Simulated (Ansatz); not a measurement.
The cell of AlP (F-43m). Source of the atomic positions: coordinates from a relaxation with Ansatz, DFT, PBE, plane waves, PAW.

```
CELL_PARAMETERS angstrom
5.50680 0.00000 0.00000
0.00000 5.50680 0.00000
0.00000 0.00000 5.50680
ATOMIC_POSITIONS crystal
Al 0.00000 0.00000 0.00000
P 0.25000 0.25000 0.75000
Al 0.00000 0.50000 0.50000
P 0.25000 0.75000 0.25000
Al 0.50000 0.00000 0.50000
P 0.75000 0.25000 0.25000
Al 0.50000 0.50000 0.00000
P 0.75000 0.75000 0.75000
```

**Take as void every point where the procrystal density (the sum of the densities of spherically averaged neutral Hartree-Fock atoms) is below 0.01 e/bohr³. What do the voids look like?**

The voids take about 12 % of the cell (20 Å³ of 167.0 Å³) and are bounded by about 77 Å² of surface per cell. Where they connect, they form a three-dimensional network.

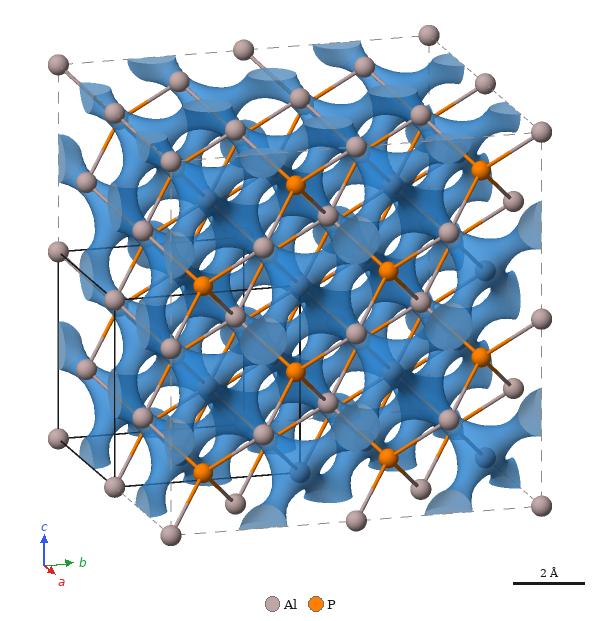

The voids drawn in 2×2×2 cells, view slightly off an axis. Pale faces close the region where the drawn box cuts it.
